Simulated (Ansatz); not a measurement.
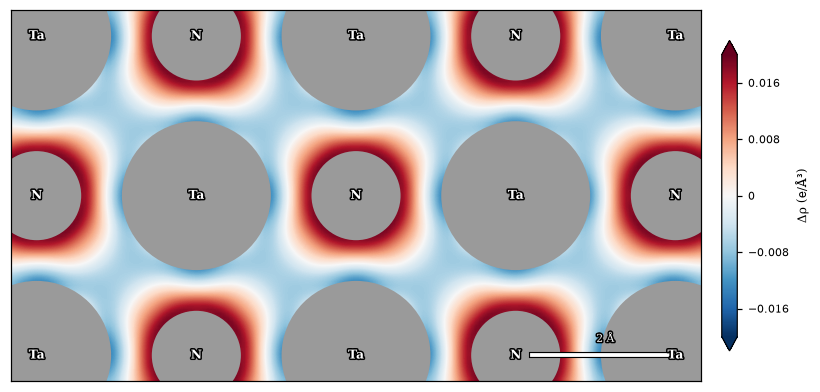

TaN: difference of two self-consistent densities at the same geometry, ρ(r2SCAN) − ρ(PBE), on the (001) plane of the conventional cell. Grey discs cover the cores, where the PAW densities can't be compared. Cores are masked to 1.0 Å (Ta) and 0.6 Å (N).

Space group Fm-3m. Spin-orbit coupling, left out here, splits and shifts the levels of such heavy elements, by tenths of an eV up to several eV.

Both runs: Ansatz, scalar-relativistic, plane waves and PAW, same cutoff, k-points and PAW files (made with PBE).

Q: What differs between the two levels of theory?

A: Against PBE, and outside the masked cores, the largest gain lies at the edge of the masked core of N, and the largest loss lies at the edge of the masked core of Ta. Bader charges are Ta +1.87 and N −1.87 e with PBE and Ta +1.95 and N −1.95 e with r2SCAN. At this volume the pressure is 15 GPa with PBE and 10 GPa with r2SCAN.

Run times: 29 s (r2SCAN) and 25 s (base cell), on 1 thread of Arm Neoverse N1 (shared host).
